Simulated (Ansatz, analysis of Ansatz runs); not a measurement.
# N2V- centre in diamond: hyperfine coupling against experiment

How near does this set-up come to the measured hyperfine coupling? Subject: N2V- centre in diamond. Set-up: PBE, 32-site cell, PBE lattice, 120 eV, k: the single point 1/4 1/4 1/4 then 2x2x2 shifted 0.5 0.5 0.5. The model is a cell of 32 host atoms with 1 site emptied, N put on another atom's site and N put on another atom's site. The isotropic coupling follows from the spin density at the nucleus, the nuclear g-factor and the total spin.

**The experiment.** 15N, isotropic: 4.02 MHz, by EPR (“Electron paramagnetic resonance of the N2V− defect in 15N-doped synthetic diamond”, 2015, B. L. Green et al.). 13C, the two neighbours of the vacancy, isotropic: 240.7 MHz, by EPR (“Electron paramagnetic resonance of the N2V− defect in 15N-doped synthetic diamond”, 2015, B. L. Green et al.).

Calculated with Ansatz 0.2.0; plane-wave PAW DFT, PBE; relaxation of all atoms of a defect supercell.

In doubt: warnings of the run leave room for a lower electronic state (in some of the runs), so energies may not be the lowest and differences between runs may mislead.

## Step 1: Starting point

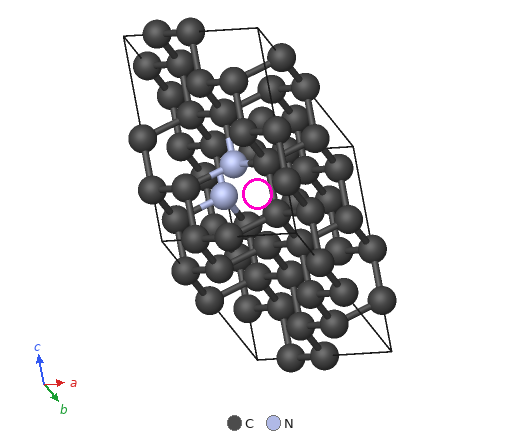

The starting structure, seen slightly off an axis (carbon dark grey, nitrogen light blue). A ring marks the centre wherever it is empty. Some periodic images of atoms are drawn too.

The cell holds 31 atoms: 29 C and 2 N. Cell: a = 6.385 Å, b = 6.385 Å, c = 6.385 Å, α = 109.5°, β = 109.5°, γ = 109.5°. It derives from C (space group Fd-3m). Nearest the centre at fractional (0.500, 0.500, 0.500): C26 at 1.60 Å, C31 at 1.60 Å, N22 at 1.60 Å, N25 at 1.60 Å, C14 at 2.61 Å, C11 at 2.61 Å, C4 at 2.61 Å, C12 at 2.61 Å. The cell carries charge −1.

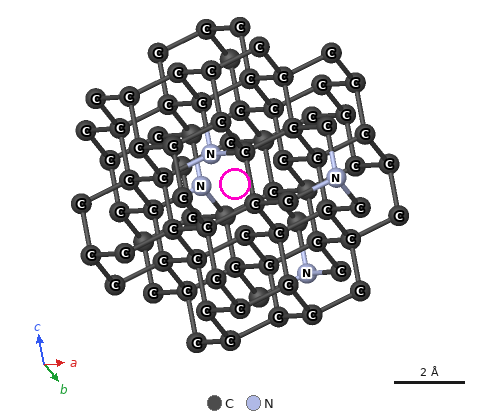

The atoms within 5 Å of the centre. A ring marks the centre wherever it is empty.

The host's primitive cell comes from a first run (plane-wave PAW DFT, PBE; relaxation of the host's cell and atoms): vectors of 2.607, 2.607 and 2.607 Å. That is 6.26 Å³ an atom, 10.4 % over the diffraction cell's volume. The supercell is built on it.

## Step 2: Relaxation, charge −1

Every later number rests on the structure around the defect, so the atoms are relaxed at the host's lattice first.

Input file relax/input.yaml:

```yaml
relax:
  f_tol: 0.02
  max_steps: 80
  random_displacement: { amplitude: 0.02, seed: 282 }
crystal:
  lattice:
    - [-3.6863569, 3.6863569, 3.6863569]
    - [3.6863569, -3.6863569, 3.6863569]
    - [3.6863569, 3.6863569, -3.6863569]
  atoms:
    - { symbol: C, position: [0.0, 0.0, 0.5] }
    - { symbol: C, position: [0.0, 0.25, 0.25] }
    - { symbol: C, position: [0.0, 0.5, 0.0] }
    - { symbol: C, position: [0.0, 0.75, 0.75] }
    - { symbol: C, position: [0.25, 0.0, 0.25] }
    - { symbol: C, position: [0.25, 0.25, 0.0] }
    - { symbol: C, position: [0.25, 0.5, 0.75] }
    - { symbol: C, position: [0.25, 0.75, 0.5] }
    - { symbol: C, position: [0.5, 0.0, 0.0] }
    - { symbol: C, position: [0.5, 0.25, 0.75] }
    - { symbol: C, position: [0.5, 0.75, 0.25] }
    - { symbol: C, position: [0.75, 0.0, 0.75] }
    - { symbol: C, position: [0.75, 0.25, 0.5] }
    - { symbol: C, position: [0.75, 0.5, 0.25] }
    - { symbol: C, position: [0.75, 0.75, 0.0] }
    - { symbol: C, position: [0.0, 0.0, 0.25] }
    - { symbol: C, position: [0.0, 0.25, 0.0] }
    - { symbol: C, position: [0.0, 0.5, 0.75] }
    - { symbol: C, position: [0.0, 0.75, 0.5] }
    - { symbol: C, position: [0.25, 0.0, 0.0] }
    - { symbol: C, position: [0.25, 0.25, 0.75] }
    - { symbol: "N", position: [0.25, 0.5, 0.5] }
    - { symbol: C, position: [0.25, 0.75, 0.25] }
    - { symbol: C, position: [0.5, 0.0, 0.75] }
    - { symbol: "N", position: [0.5, 0.25, 0.5] }
    - { symbol: C, position: [0.5, 0.5, 0.25] }
    - { symbol: C, position: [0.5, 0.75, 0.0] }
    - { symbol: C, position: [0.75, 0.0, 0.5] }
    - { symbol: C, position: [0.75, 0.25, 0.25] }
    - { symbol: C, position: [0.75, 0.5, 0.0] }
    - { symbol: C, position: [0.75, 0.75, 0.75] }
total_charge: -1
basis:
  ecutwfc: 120
  xc_grid: 2
hamiltonian:
  xc: pbe
kpoints:
  mp_grid: { grid: [1, 1, 1], shift: [0.25, 0.25, 0.25] }
magnetization:
  spin_polarized: true
  initial_magnetization: 1
  spin_locking: { lock_magnetization: hard }
scf:
  occupations: { method: fermi_dirac, width: 0.01 }
  max_iter: 80
output:
  forces: true
checkpoint:
  write: "../relax.run"
  compress: false
  write_wavefunctions: true
  write_every: 100000
```

The run is started by

```sh
$ ansatz run input.yaml --threads 2 --pin off --max-ram 3768MiB --backend cpu --events-out ev --progress --plain --runs-dir out
```

Numbers of over 12 decimals in the logs are rounded to 6 here.

The log of the run:

```text
[... repeated set-up lines and file paths are left out, and long positions are rounded to six places ...]
Warning: basis.ecutwfc = 120 eV is below the records' recommended 420 eV, and the density's cutoff is lower with it unless basis.ecutrho_ratio is high enough to keep the records' density cutoff: compare with a run at a higher cutoff
Engine: ansatz 0.2.0, x86_64-unknown-linux-gnu
Pseudopotentials: kind: paw
Pseudopotential: C, paw, valence charge 4, recommended cutoff 420 eV (normal), C.paw.azcp
Pseudopotential: N, paw, valence charge 5, recommended cutoff 420 eV (normal), N.paw.azcp
Functional definition: PBE
  parameter kappa = 0.804
  parameter beta = 0.066725
  exchange = pbe_x(kappa = kappa, mu = beta*pi^2/3)
  correlation = pbe_c(beta = beta)
Crystal: 31 atoms, lattice volume = 200.379 Å³
Basis set: ecut = 120 eV, 603 PW (Γ), exchange–correlation on 48×48×48 points (8 copies of the dense FFT grid, shifted against one another)
Bands: 95, of which v1, the nominal top of the filled ones, is band 64 counted from 1 (63 counted from 0)
Symmetry: 1 space group operations
k-points: 1
Non-local potential: C, projectors of the file, l = 0: 2, l = 1: 2, l = 2: 1
Non-local potential: N, projectors of the file, l = 0: 2, l = 1: 2, l = 2: 1
PAW form: soft (Blöchl's): semilocal exchange-correlation on the pseudo side does not see the compensation charge
PAW one-centre angular grid: C, 110 points (default); XC on 64 Gauss nodes
PAW one-centre angular grid: N, 110 points (default); XC on 64 Gauss nodes
Initial density: superposition of atomic densities (chi_scale 0.1, normalization cell, long waves kept (reshape's long-wave potential 0.22 eV rms))
Starting moments: Σ|m| = 1 μB on 31 of 31 sites
Initial wavefunctions: pseudopotential atomic-orbital guess
Functional: x = pbe(κ = 0.804, μ = 0.219515), c = pbe(β = 0.066725)
SCF iter   1: F=—  HF=-7795.265672 eV  |F-HF|=—  |Δ(HF+E_count)|=         —  Δρ=1.07e-1 (↑1.07e-1 ↓1.06e-1)  dr2=4.05e1  dr2_m=1.02e-1  M=1.000 μB ∫|m|=1.003 μB  β_m=0.30  ethr=3.10e-3  ⟨swp⟩=5.0  Hψ=762  notcnv=0  defer=20
preconditioner: auto → Resta (q_TF=auto, 2.529 Å⁻¹)  ε∞=4.4  [insulator: Δε(μ)=0.130 eV  Ē_g=16.000 eV  σ=0.010 eV  W_gap=1.00  n_scr=54 (ndim 8)  ℏωp=29.6 eV  f_vac=0.000  D(μ)=0.30/eV (n_scr^D=0)  ε∞_Penn≈4.4]
spin=Collinear: Resta preconditioning applied to the charge; magnetization (m = ρ↑ − ρ↓) channel mixes plain (no charge-response kernel on spin).
SCF iter   2: F=—  HF=-7790.286911 eV  |F-HF|=—  |Δ(HF+E_count)|=    4.98e0  Δρ=7.76e-2 (↑7.76e-2 ↓7.64e-2)  dr2=1.83e1  dr2_m=6.77e-2  M=1.000 μB ∫|m|=1.011 μB  β_m=0.62  ethr=3.10e-3  ⟨swp⟩=2.0  Hψ=354  notcnv=0  defer=48
SCF iter   3: F=—  HF=-7786.588328 eV  |F-HF|=—  |Δ(HF+E_count)|=    3.70e0  Δρ=1.42e-2 (↑1.20e-2 ↓1.42e-2)  dr2=7.67e-1  dr2_m=2.00e-2  M=1.000 μB ∫|m|=1.067 μB  β_m=0.66  ethr=3.10e-3  ⟨swp⟩=3.0  Hψ=364  notcnv=0  defer=50
SCF iter   4: F=—  HF=-7786.553552 eV  |F-HF|=—  |Δ(HF+E_count)|=   3.48e-2  Δρ=2.74e-3 (↑2.58e-3 ↓2.74e-3)  dr2=4.42e-2  dr2_m=3.55e-4  M=1.000 μB ∫|m|=1.082 μB  β_m=0.69  ethr=6.04e-4  ⟨swp⟩=2.0  Hψ=246  notcnv=0  defer=51
SCF iter   5: F=—  HF=-7786.565366 eV  |F-HF|=—  |Δ(HF+E_count)|=   1.18e-2  Δρ=9.09e-4 (↑8.52e-4 ↓9.09e-4)  dr2=5.16e-3  dr2_m=8.74e-5  M=1.000 μB ∫|m|=1.085 μB  β_m=0.84  ethr=3.48e-5  ⟨swp⟩=2.0  Hψ=226  notcnv=0  defer=51
SCF iter   6: F=—  HF=-7786.568455 eV  |F-HF|=—  |Δ(HF+E_count)|=   3.09e-3  Δρ=1.44e-4 (↑1.27e-4 ↓1.44e-4)  dr2=1.18e-4  dr2_m=3.78e-6  M=1.000 μB ∫|m|=1.086 μB  β_m=0.88  ethr=4.06e-6  ⟨swp⟩=2.0  Hψ=303  notcnv=0  defer=51
SCF iter   7: F=—  HF=-7786.568522 eV  |F-HF|=—  |Δ(HF+E_count)|=   6.73e-5  Δρ=4.01e-5 (↑2.27e-5 ↓4.01e-5)  dr2=6.58e-6  dr2_m=6.42e-7  M=1.000 μB ∫|m|=1.087 μB  β_m=0.90  ethr=7.87e-9  ⟨swp⟩=2.5  Hψ=559  notcnv=0
SCF iter   8: F=—  HF=-7786.568524 eV  |F-HF|=—  |Δ(HF+E_count)|=   1.85e-6  Δρ=9.33e-6 (↑5.14e-6 ↓9.33e-6)  dr2=3.36e-7  dr2_m=4.79e-8  M=1.000 μB ∫|m|=1.087 μB  β_m=0.95  ethr=5.18e-9  ⟨swp⟩=3.0  Hψ=412  notcnv=0
SCF iter   9: F=-7786.568524 eV  HF=-7786.568524 eV  |F-HF|=6.44e-9  |Δ(HF+E_count)|=   6.68e-8  Δρ=1.80e-6 (↑1.25e-6 ↓1.80e-6)  dr2=1.85e-8  dr2_m=1.57e-9  M=1.000 μB ∫|m|=1.087 μB  ethr=2.65e-10  ⟨swp⟩=2.5  Hψ=327  notcnv=0
SCF 1 converged in 9 iterations: F = -7786.568524 eV  dr2 = 1.85e-8
  greatest PAW one-centre occupation: 0.876 electrons in one spin orbital (limit 2), on the N atom at site 21 (counted from 0), in its partial waves of l = 0
relax step   1: F+E_penalty+E_count = -7786.56852407 eV  Δ(F+E_penalty+E_count) = +0.000e0 eV  max|allowed force component| = 1.321e0 eV/Å  Δτ_max = 0.0000 Å  (9 SCF iters, dr2 threshold 1.00e-5 eV, accepted)
[... the SCF cycles and remarks between the steps are left out from here to the last step ...]
relax step   2: F+E_penalty+E_count = -7786.94314378 eV  Δ(F+E_penalty+E_count) = -3.746e-1 eV  max|allowed force component| = 1.047e0 eV/Å  Δτ_max = 0.0401 Å  (5 SCF iters, dr2 threshold 1.00e-4 eV, accepted)
relax step   3: F+E_penalty+E_count = -7787.39312148 eV  Δ(F+E_penalty+E_count) = -4.500e-1 eV  max|allowed force component| = 7.342e-1 eV/Å  Δτ_max = 0.0618 Å  (5 SCF iters, dr2 threshold 6.86e-5 eV, accepted)
relax step   4: F+E_penalty+E_count = -7787.94392364 eV  Δ(F+E_penalty+E_count) = -5.508e-1 eV  max|allowed force component| = 8.101e-1 eV/Å  Δτ_max = 0.0795 Å  (5 SCF iters, dr2 threshold 1.00e-4 eV, accepted)
relax step   5: F+E_penalty+E_count = -7787.42423449 eV  Δ(F+E_penalty+E_count) = +5.197e-1 eV  max|allowed force component| = 4.483e0 eV/Å  Δτ_max = 0.1969 Å  (6 SCF iters, dr2 threshold 1.00e-4 eV, rejected (line search))
relax step   6: F+E_penalty+E_count = -7788.49002197 eV  Δ(F+E_penalty+E_count) = -5.461e-1 eV  max|allowed force component| = 2.866e-1 eV/Å  Δτ_max = 0.0985 Å  (8 SCF iters, accepted)
relax step   7: F+E_penalty+E_count = -7788.50414692 eV  Δ(F+E_penalty+E_count) = -1.412e-2 eV  max|allowed force component| = 3.687e-1 eV/Å  Δτ_max = 0.1000 Å  (6 SCF iters, dr2 threshold 1.03e-5 eV, accepted)
relax step   8: F+E_penalty+E_count = -7788.42186463 eV  Δ(F+E_penalty+E_count) = +8.228e-2 eV  max|allowed force component| = 5.877e-1 eV/Å  Δτ_max = 0.1500 Å  (6 SCF iters, dr2 threshold 1.70e-5 eV, rejected (line search))
relax step   9: F+E_penalty+E_count = -7788.49481521 eV  Δ(F+E_penalty+E_count) = +9.332e-3 eV  max|allowed force component| = 5.361e-1 eV/Å  Δτ_max = 0.0750 Å  (8 SCF iters, rejected (line search))
[...]
SCF iter   1: F=—  HF=-7789.152591 eV  |F-HF|=—  |Δ(HF+E_count)|=         —  Δρ=2.77e-4 (↑2.77e-4 ↓2.74e-4)  dr2=2.31e-4  dr2_m=1.26e-6  M=1.000 μB ∫|m|=1.106 μB  β_m=0.30  ethr=2.84e-6  ⟨swp⟩=5.0  Hψ=451  notcnv=0  defer=51
SCF iter   2: F=—  HF=-7789.152588 eV  |F-HF|=—  |Δ(HF+E_count)|=   2.80e-6  Δρ=1.97e-4 (↑1.97e-4 ↓1.95e-4)  dr2=1.04e-4  dr2_m=6.14e-7  M=1.000 μB ∫|m|=1.106 μB  β_m=0.62  ethr=1.82e-7  ⟨swp⟩=1.0  Hψ=220  notcnv=0  defer=51
SCF iter   3: F=—  HF=-7789.152597 eV  |F-HF|=—  |Δ(HF+E_count)|=   9.48e-6  Δρ=2.43e-5 (↑2.37e-5 ↓2.43e-5)  dr2=1.62e-6  dr2_m=3.10e-8  M=1.000 μB ∫|m|=1.106 μB  β_m=0.68  ethr=8.18e-8  ⟨swp⟩=2.0  Hψ=264  notcnv=0  defer=51
SCF iter   4: F=—  HF=-7789.152608 eV  |F-HF|=—  |Δ(HF+E_count)|=   1.05e-5  Δρ=3.79e-6 (↑3.79e-6 ↓3.43e-6)  dr2=7.41e-8  dr2_m=2.02e-9  M=1.000 μB ∫|m|=1.106 μB  β_m=0.77  ethr=7.87e-11  ⟨swp⟩=2.0  Hψ=537  notcnv=0
iter 5 did not close the SCF: its close was put off for a magnetic moment that had not settled (scf_convergence_deferred on its scf_iter line)
SCF iter   5: F=-7789.152608 eV  HF=-7789.152608 eV  |F-HF|=9.12e-10  |Δ(HF+E_count)|=   1.69e-8  Δρ=1.18e-6 (↑8.85e-7 ↓1.18e-6)  dr2=5.96e-9  dr2_m=4.88e-10  M=1.000 μB ∫|m|=1.106 μB  β_m=0.82  ethr=5.84e-11  ⟨swp⟩=1.5  Hψ=463  notcnv=0
SCF iter   6: F=-7789.152608 eV  HF=-7789.152608 eV  |F-HF|=1.40e-10  |Δ(HF+E_count)|=   2.57e-9  Δρ=2.85e-7 (↑2.59e-7 ↓2.85e-7)  dr2=3.71e-10  dr2_m=4.68e-11  M=1.000 μB ∫|m|=1.106 μB  ethr=4.69e-12  ⟨swp⟩=1.0  Hψ=462  notcnv=0
SCF 23 converged in 6 iterations: F = -7789.152608 eV  dr2 = 3.71e-10
relax step  23: F+E_penalty+E_count = -7789.15260780 eV  Δ(F+E_penalty+E_count) = -1.639e-4 eV  max|allowed force component| = 1.923e-2 eV/Å  Δτ_max = 0.0023 Å  (6 SCF iters, accepted)
NSCF: frozen V_eff on 1 k-points
the band table was solved once a step of the walk had ended and its energy, with any forces and stress, was formed, with the checks that follow a solve (972 applications of the Hamiltonian). They found nothing against the state; [...]
SCF converged after 6 iterations
Stability checked in part: among states of this total moment the steps that led to this state did not find it unstable. No probe was made; neither looks for a lower state of another moment (fixed_total_moment; see scf.lower_state_search)
Magnetization: 1.0000 μB (64.0000 up, 63.0000 down)
Absolute magnetization: 1.1058 μB (∫|ρ↑−ρ↓|, with the PAW one-centre terms)
Spin contamination: 0.0031 ħ² per cell (⟨S²⟩ above its minimum at these occupations)
Per-site moments (μB) at R_I (Å): [(0.00515894, 0.610041), (-0.00132218, 0.594821), (0.00690163, 0.620416), [... 28 left out ...]
Free energy (F): -7789.152608 eV
Harris-Foulkes:  -7789.152608 eV  (|F-HF|=1.40e-10)
Internal energy: -7789.152608 eV  (E = F + TS)
E sigma→0 (E₀):  -7789.152608 eV
Fermi energy:    14.544984 (↑ 15.002858, ↓ 14.232990) eV
--- Per-component energies (eV) ---
  E_band       = 417.788836
  E_kinetic    = 2798.105471
  E_local      = -1904.923021  (includes V_loc(G=0)·N_el)
  E_nonlocal   = 626.091229
  E_hartree    = 480.099191
  E_xc         = -1583.418302
  E_vxc        = -1973.566819  (∫ρ·V_xc dr)
  E_paw        = -3008.720055  (= ΣΔE_a)
  E_vpaw       = -88.114692  (= ΣTr[D̂ρ^β])
  E_aug_tail   = -0.001758  (compensation charges beyond the density's cutoff)
  E_ewald      = -5196.385364
  E_smearing   = -0.000000  (= −TS)
  E_closure    = 0.000000  (closes the sum)
  E_deformation_potential = -18.796408  (in the stress; not in F)
  Σ components = -7789.152608   (vs F -7789.152608, Δ=0.00e0)
--- Forces (eV/Å), atoms counted from 1 ---
  atom   1  C     -0.00297685    -0.00626644    -0.00884782
  atom   2  C     -0.00708076     0.00782907     0.00052475
  atom   3  C     -0.00074148    -0.00108581     0.00589175
  atom   4  C     -0.00270626    -0.00033792     0.00352669
  atom   5  C     -0.00901395     0.00310083     0.00140273
  atom   6  C      0.00727771     0.00509623     0.01574628
  atom   7  C     -0.01332959    -0.01033875     0.01012892
  atom   8  C     -0.01514029     0.01067062    -0.00992602
  atom   9  C     -0.00235743    -0.00181410     0.00211144
  atom  10  C     -0.00138826    -0.00594373     0.00529214
  atom  11  C     -0.01075433    -0.00145176     0.00318186
  atom  12  C      0.00371715     0.00132804    -0.00418994
  atom  13  C      0.00352374     0.00023548    -0.00473895
  atom  14  C     -0.00355559    -0.01142094    -0.00014317
  atom  15  C     -0.00052265    -0.00151160     0.00006598
  atom  16  C      0.01923098     0.00519428    -0.00495387
  atom  17  C     -0.00981645    -0.00202858     0.00027769
  atom  18  C     -0.00074616     0.00351444     0.00196196
  atom  19  C      0.00654323     0.00158972    -0.00113628
  atom  20  C     -0.00824823    -0.00802919     0.00563797
  atom  21  C      0.00740086    -0.00319940     0.00205656
  atom  22  N      0.01714607     0.00946642    -0.00186512
  atom  23  C      0.00064319    -0.00576033    -0.00582526
  atom  24  C      0.00517653     0.00497380     0.00320961
  atom  25  N      0.01487127     0.01369480    -0.00838149
  atom  26  C     -0.00969930    -0.00014726    -0.01545058
  atom  27  C      0.00096957     0.00069574     0.00235800
  atom  28  C     -0.00045207     0.00035997     0.00231043
  atom  29  C      0.00348293    -0.00517646     0.00418237
  atom  30  C      0.00691272     0.00582289    -0.01043278
  atom  31  C      0.00158153    -0.00908082     0.00679822
  max |Σ_I F_I| component: 7.74e-4 eV/Å
--- Band table (eV) ---
  k-point 0 ↑: bands = ["-11.1112", "-10.3067", "-8.4588", "-8.1829", [... 87 left out ...] "22.7314", "23.0531", "23.2048", "23.3992"]
  k-point 0 ↓: bands = ["-11.0951", "-10.1936", "-8.4111", "-8.1301", [... 87 left out ...] "22.7793", "23.1046", "23.2598", "23.4510"]
--- Relaxed structure (23 steps of the walk, 18 accepted, 0 SCFs on fresh bases) ---
  F+E_penalty+E_count = -7789.15260780 eV   max|allowed force component| = 1.923e-2 eV/Å
  atoms:
    - { symbol: C, position: [0.016011, -0.000869, 0.499957] }
    - { symbol: C, position: [0.007320, 0.284309, 0.263585] }
    - { symbol: C, position: [0.020241, 0.501944, 0.000580] }
    - { symbol: C, position: [-0.033530, 0.737863, 0.726032] }
    - { symbol: C, position: [0.222310, -0.030636, 0.219847] }
    - { symbol: C, position: [0.267361, 0.270051, 0.049696] }
    - { symbol: C, position: [0.223656, 0.480348, 0.719036] }
    - { symbol: C, position: [0.240184, 0.739505, 0.520219] }
    - { symbol: C, position: [0.509750, 0.003934, 0.003863] }
    - { symbol: C, position: [0.504359, 0.260688, 0.735856] }
    - { symbol: C, position: [0.505315, 0.749066, 0.246328] }
    - { symbol: C, position: [0.723825, -0.036054, 0.729607] }
    - { symbol: C, position: [0.744359, 0.246578, 0.530064] }
    - { symbol: C, position: [0.729803, 0.491851, 0.232147] }
    - { symbol: C, position: [0.720907, 0.724710, -0.039453] }
    - { symbol: C, position: [0.027246, 0.004547, 0.270789] }
    - { symbol: C, position: [0.029501, 0.280818, 0.031257] }
    - { symbol: C, position: [-0.000687, 0.483522, 0.748102] }
    - { symbol: C, position: [0.004805, 0.761635, 0.513972] }
    - { symbol: C, position: [0.268126, 0.027249, 0.032356] }
    - { symbol: C, position: [0.244488, 0.247806, 0.711752] }
    - { symbol: N, position: [0.229559, 0.505371, 0.496987] }
    - { symbol: C, position: [0.246996, 0.750377, 0.229661] }
    - { symbol: C, position: [0.492660, -0.025374, 0.749129] }
    - { symbol: N, position: [0.545777, 0.279489, 0.542287] }
    - { symbol: C, position: [0.502887, 0.505778, 0.233674] }
    - { symbol: C, position: [0.513653, 0.763749, 0.004066] }
    - { symbol: C, position: [0.735238, -0.008487, 0.499460] }
    - { symbol: C, position: [0.745740, 0.252490, 0.231397] }
    - { symbol: C, position: [0.731492, 0.499597, -0.007928] }
    - { symbol: C, position: [0.758419, 0.756658, 0.757218] }
```

Run time: 41 s. Hardware: 2 threads of Intel Xeon Platinum 8259CL at 2.50GHz (Skylake/Cascade Lake), shared host; peak memory 0.39 GiB.

The run converged, but on settings that a careful run would not use, so its numbers are not the defect's.

(Continued in part 2 of 2.)

[Logs are printed without paths, hosts, clocks, repeated set-up lines and the standing remarks that a program may print on its own settings, such as how far it seeks lower states.]

[Hosts, paths, dates, database ids (printed as entryN), source tags and the programs' standing remarks are cut or masked in the printed files.]

[For some hosts the program warned that the k-mesh of the response run may be too coarse for force constants and the static dielectric constant; such warnings are not shown here.]
